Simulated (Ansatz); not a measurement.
## Electronic structure of Li4NbO4 in real space

Input

```
crystal:
  lattice:
    - [-3.8119495391, 3.8119495391, 1.6301049253]
    - [3.8119495391, -3.8119495391, 1.6301049253]
    - [3.8119495391, 3.8119495391, -1.6301049253]
  atoms:
    - { symbol: Li, position: [0.4403998329, 0.0510831738, 0.4914830067] }
    - { symbol: Li, position: [0.842671978, 0.3341549847, 0.1768269627] }
    - { symbol: Li, position: [0.157328022, 0.6658450153, 0.8231730373] }
    - { symbol: Li, position: [0.6658450153, 0.842671978, 0.5085169933] }
    - { symbol: Nb, position: [0.0, 0.0, 0.0] }
    - { symbol: O, position: [0.7589255465, 0.0797104317, 0.8386359782] }
    - { symbol: O, position: [0.9202895683, 0.7589255465, 0.6792151148] }
    - { symbol: O, position: [0.0797104317, 0.2410744535, 0.3207848852] }
    - { symbol: O, position: [0.2410744535, 0.9202895683, 0.1613640218] }
basis:
  ecutwfc: 420
kpoints:
  mp_grid: { grid: [10, 10, 10] }
hamiltonian:
  xc: pbesol
  pseudopotentials: { kind: paw, azcp: { folder: soft_1 } }
scf:
  occupations: { method: gaussian, width: 0.05 }
output:
  forces: true
  stress: true
  eigenvalues: true
  write_density: true
  write_potential: true
  elf: true
  volumetric_format: npy
```

Launched as:

```sh
ansatz run input.yaml --threads 4 --pin off --max-ram 8192MiB --backend cpu --events-out ev --progress --plain --runs-dir out
```

Below, planes, directions and counts refer to the conventional cell (a = 10.78 Å, b = 3.26 Å, c = 7.62 Å, α = 90.00°, β = 135.00°, γ = 90.00°).

Space group Cm; a point of a scan over the structure, not its minimum; a structure from a database of computed crystals, not necessarily the ambient phase; changed on purpose from its base cell (atom 1 (Li) moved by -0.810 A along [1 0 0] and -0.810 A along [0 1 0]); not relaxed (largest force 2.0 eV/Å); computed without spin polarisation; PAW files of the earlier set (soft_1).

The calculation used DFT PBEsol, scalar-relativistic, plane waves, PAW in Ansatz.

Core electrons are frozen (PAW), and the valence fields are smoothed inside the atomic spheres.

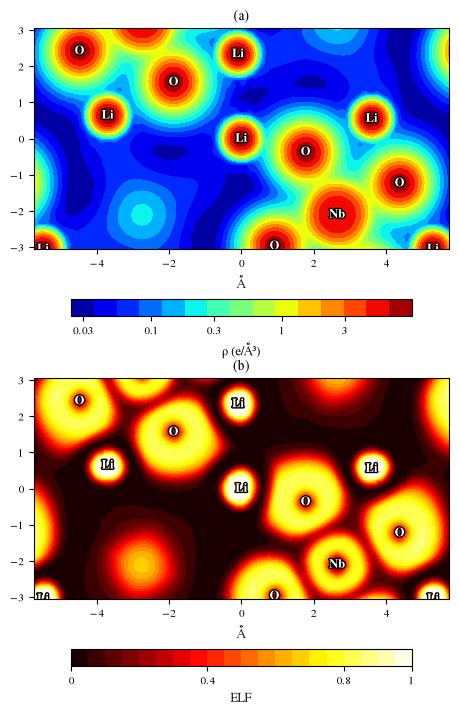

Figure 1. (a) valence pseudo-density; (b) ELF on the (010) plane of the conventional cell.

What does the map show?

Answer.
- Atoms in the plane: Li, Nb and O.
- Li–O (1.82 Å): ρ at the midpoint is about 0.53 e/Å³; the ELF peaks at about 0.85 in the valence shell of O, 0.7 Å from its nucleus, and falls to about 0.10 next to Li (a largely ionic contact).
- Nb–O (1.94 Å): ρ is about 1 e/Å³ halfway; the ELF peaks at about 0.80 in the valence shell of O, 0.6 Å from its nucleus, and drops to about 0.25 between the two atoms: no shared electron pair shows on this line.
- Li–O (1.94 Å): ρ is about 0.4 e/Å³ halfway; the ELF peaks at about 0.80 in the valence shell of O, 0.6 Å from its nucleus, and falls to about 0.05 next to Li (a closed-shell, largely ionic contact).
- Li–O (2.04 Å): ρ at the midpoint is about 0.31 e/Å³; the ELF peaks at about 0.85 in the valence shell of O, 0.6 Å from its nucleus, and falls to about 0 next to Li: a closed-shell, largely ionic contact.
- Between the atoms the lowest density in this plane is 0.02 e/Å³.
- The features right at Li and Nb lie inside the PAW spheres, where the map follows smoothed inner orbitals and isn't to be read closely.

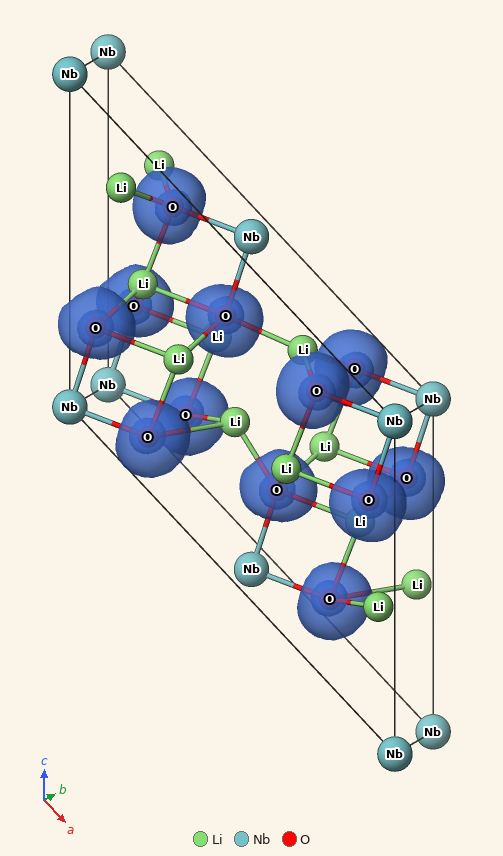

Figure 2. Isosurface of the ELF at 0.75 (blue), seen slightly off an axis. Core shells and regions of very low density are left out. Sticks mark near contacts.

Identify the bonds, lone pairs and shells in this picture.

Answer. The surface consists of eight regions wrapped around O (the valence shell of each), counted in one cell of 18 atoms. Regions shared between cells count once.

Does the calculation give a band gap?

Answer. It is gapped, with a Kohn–Sham gap of 1.3 eV on the k-point mesh, an upper bound to the gap of this method.
